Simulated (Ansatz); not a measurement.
**Ti3H: density, localisation and related maps**

```
Ti H
1.0
     4.85643    0.00000    0.00000
     0.00000    4.85643    0.00000
     0.00000    0.00000    4.85643
Ti H
6 2
Direct
  0.00000 0.50000 0.25000
  0.00000 0.50000 0.75000
  0.25000 0.00000 0.50000
  0.75000 0.00000 0.50000
  0.50000 0.75000 0.00000
  0.50000 0.25000 0.00000
  0.00000 0.00000 0.00000
  0.50000 0.50000 0.50000
```

Space group Pm-3n; started from the A15_223 prototype, which need not be the ambient phase; computed without spin polarisation.

Computed with Ansatz 0.2.0, DFT r2SCAN, scalar-relativistic, plane waves, PAW.

Core electrons are frozen (PAW), and the valence fields are smoothed inside the atomic spheres.

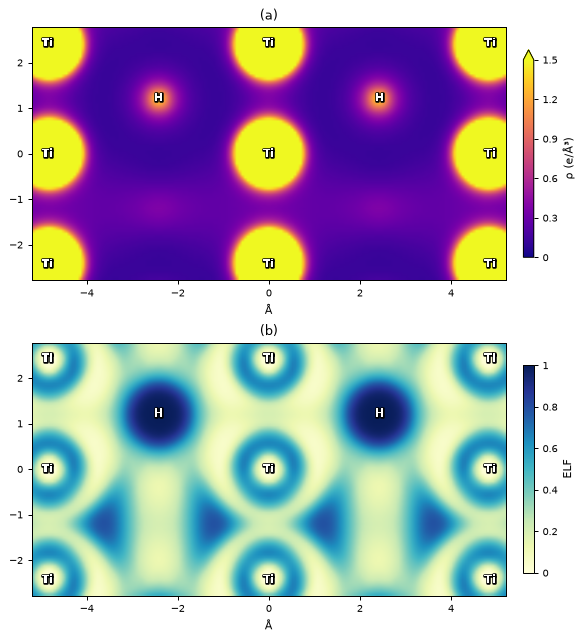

Figure 1. (a) valence charge density (pseudo); (b) electron localisation function on the (010) plane of the conventional cell.

Question: Describe what can be read from this map.

Answer: Atoms in the plane: Ti and H.
Ti–Ti (2.43 Å): the density is about 0.38 e/Å³ at the midpoint; the ELF is about 0.20 at the midpoint (no shared electron pair shows on this line).
Ti–H (2.71 Å): the density is about 0.12 e/Å³ at the midpoint; the ELF climbs to about 1 towards the hydrogen.
Between the atoms the lowest density in this plane is 0.12 e/Å³.
The ELF has a maximum of about 0.80 in the space between the atoms, 1.7 Å from four Ti atoms, on no atom or two-centre bond.
The features right at Ti lie inside the PAW spheres, where the map follows smoothed inner orbitals and isn't to be read closely.

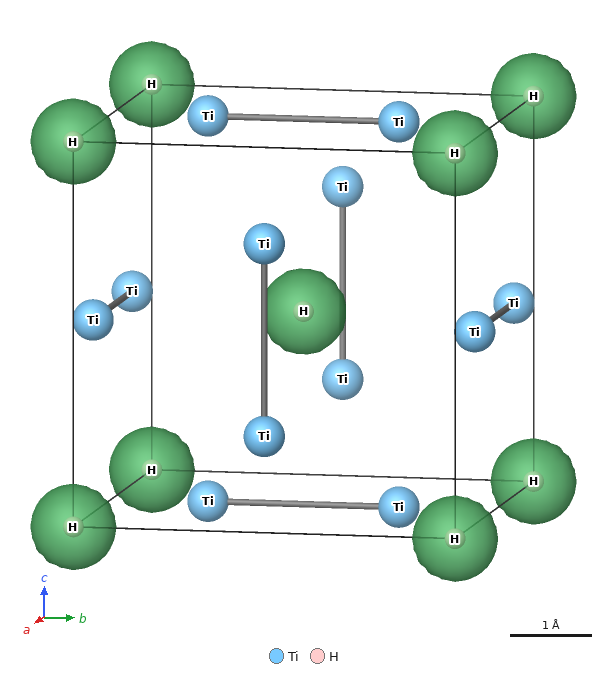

Figure 2. Isosurface of the electron localisation function at 0.9 (green), seen slightly off an axis. Only the valence region is drawn (cores and ρ < 0.01 e/Å³ removed). Sticks mark near contacts.

Question: Where are the electrons localised?

Answer: The ELF exceeds this value in two regions around hydrogen nuclei, counted in one cell of 8 atoms. Regions shared between cells count once.

Question: Metal or insulator at this level of theory?

Answer: It is metallic or semimetallic at this level of theory: no gap opens.
